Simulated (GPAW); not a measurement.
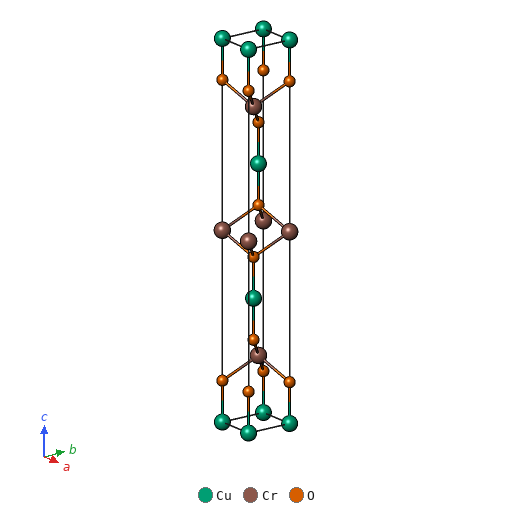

System: CrCuO₂, space group R-3m (No. 166). The picture shows the conventional cell.

Input of the run:
```
from ase import Atoms
from ase.eos import EquationOfState
from ase.io import Trajectory
from ase.units import GPa
from ase.parallel import parprint
from gpaw import GPAW, PW

atoms = Atoms(['Cu', 'Cr', 'O', 'O'],
              cell=[[1.4867, 0.8583466452, 5.7],
                    [-1.4867, 0.8583466452, 5.7],
                    [0.0, -1.7166932904, 5.7]],
              scaled_positions=[[0.0, 0.0, 0.0],
                                [0.5, 0.5, 0.5],
                                [0.89208, 0.89208, 0.89208],
                                [0.10792, 0.10792, 0.10792]],
              pbc=True)
atoms.set_initial_magnetic_moments([0.6, 3.0, 0.0, 0.0])

traj = Trajectory('eos.traj', 'w')
volumes, energies = [], []
for x in [0.94, 0.96, 0.98, 1.0, 1.02, 1.04, 1.06]:
    a = atoms.copy()
    a.set_cell(atoms.cell * x**(1 / 3), scale_atoms=True)
    calc = GPAW(mode=PW(800),
                xc='PBE',
                kpts={'size': (7, 7, 7), 'gamma': True},
                occupations={'name': 'fermi-dirac', 'width': 0.05},
                nbands=30,
                convergence={'density': 1e-05, 'energy': 1e-05},
                maxiter=150,
                txt=f'eos-{x:.2f}.txt')
    a.calc = calc
    energies.append(a.get_potential_energy(force_consistent=True))
    volumes.append(a.get_volume())
    p = -a.get_stress()[:3].mean() / GPa
    calc.write(f'eos-{x:.2f}.gpw')
    traj.write(a)
    parprint(f'{x:.2f} {volumes[-1]:10.4f} A^3 {energies[-1]:14.6f} eV {p:9.3f} GPa', flush=True)

v0, e0, B = EquationOfState(volumes, energies, eos='birchmurnaghan').fit()
parprint(f'V0 = {v0:.4f} A^3, E0 = {e0:.6f} eV, B0 = {B / GPa:.2f} GPa')
```

Command:
```bash
OMP_NUM_THREADS=1 mpirun -n 4 gpaw python run.py
```

Computed with GPAW 26.7.0: PAW DFT in plane waves, on a grid or in atomic orbitals, collinear spins; energies at scaled volumes of the given cell, shape and fractions fixed, counted from the fit's minimum, third-order Birch-Murnaghan fit. Level: PBE, collinear spin.

- k mesh: 7×7×7
- occupations: Fermi–Dirac
- smearing width: 0.05 eV
- potentials: GPAW PAW data sets (gpaw data 1.2.1)
- wave cutoff: 800 eV
- program settings: basis pw

What does the calculation give for the energy and pressure against volume? The volume takes the values 10.26, 10.47, 10.69, 10.91, 11.13, 11.35, 11.57 Å³/atom.

A third-order Birch–Murnaghan fit gives V0 = 11.34 Å³/atom, B0 = 174 GPa and B′ = 4.6. The energy is 68.23 meV/atom at volume 10.26 Å³/atom and 2.31 meV/atom at 11.57 Å³/atom; the lowest computed point is at volume 11.35 Å³/atom (0.00 meV/atom), in a single well. The pressure falls from 21.59 GPa at volume 10.26 Å³/atom to −3.73 GPa at 11.57 Å³/atom, and changes sign near 11.31 Å³/atom.

```
volume (Å³/atom)  energy (meV/atom)  pressure (GPa)
           10.26              68.23           21.59
           10.47              41.88           16.14
           10.69              22.56           11.25
           10.91               9.61            6.87
           11.13               2.25            2.95
           11.35               0.00           -0.57
           11.57               2.31           -3.73
```

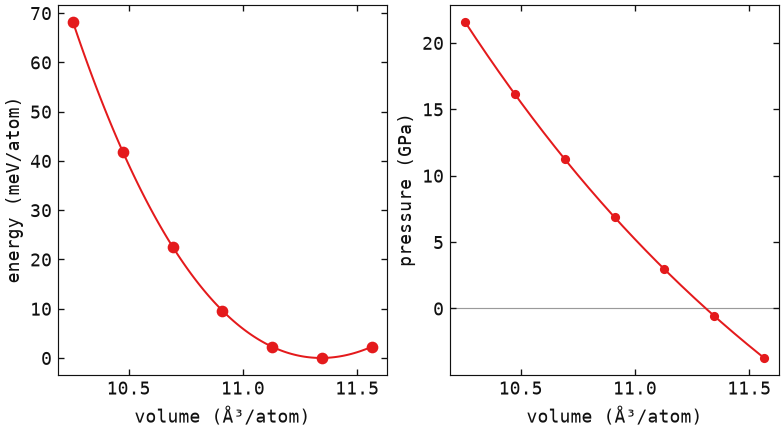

Caveats: shape and atomic fractions are frozen while scaling, which makes layered, chain and framework solids too stiff.
